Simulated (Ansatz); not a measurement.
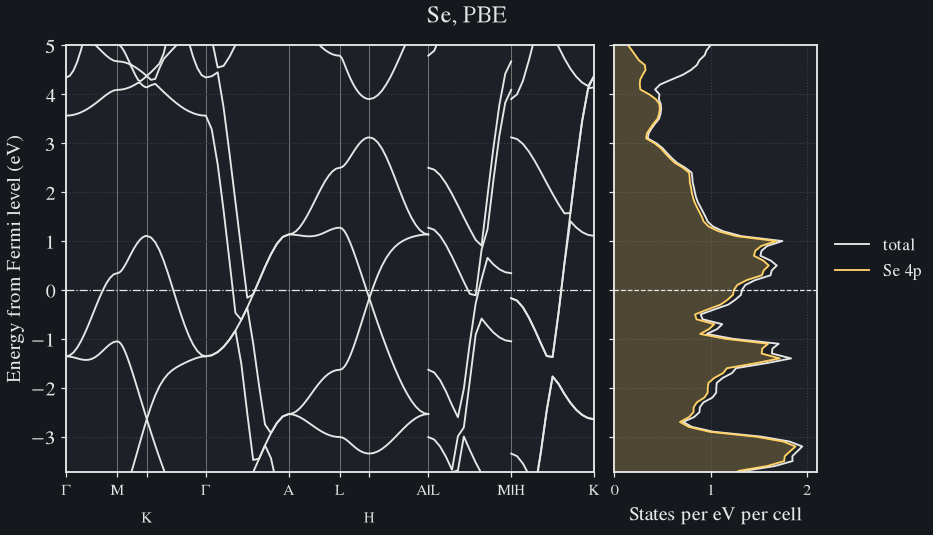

Band structure and density of states. Energies are counted from the Fermi level. The partial curves are projected on Löwdin-orthogonalised atomic shells.

Q: What lattice type does the k path imply?

A: A hexagonal (primitive) lattice: the path Γ–M–K–Γ–A–L–H–A|L–M|H–K runs through the special points of its Brillouin zone.

System: Se, space group P6/mmm, 2 atoms in the cell.

```yaml
crystal:
  lattice:
    - [4.95915, 0.00000, 0.00000]
    - [-2.47958, 4.29475, 0.00000]
    - [0.00000, 0.00000, 2.64960]
  atoms:
    - { symbol: Se, position: [0.33333, 0.66667, 0.00000] }
    - { symbol: Se, position: [0.66667, 0.33333, 0.00000] }
```

Level of theory: DFT PBE, scalar-relativistic, plane waves, PAW, no spin polarisation, 12×12×20 k mesh, 420 eV cutoff, Gaussian smearing of 0.1 eV; code Ansatz.

Q: Metal, semiconductor or insulator?

A: A metal: 3 bands cross the Fermi level along this path.

Q: On which lines of the path do bands cross the Fermi level?

A: Bands cross the Fermi level on Γ–M, K–Γ, Γ–A, L–H, H–A, L–M and H–K, and not on M–K and A–L.

Q: What is the density of states at the Fermi level?

A: The density of states at the Fermi level is about 1.3 per eV and cell (mean within 0.25 eV), or 0.67 per atom.

Q: Which levels at M lie nearest to the Fermi level?

A: At M the nearest levels lie 1.05 eV below and 0.34 eV above the Fermi level.

The structure is an invented one, so it need not be a known or stable phase.
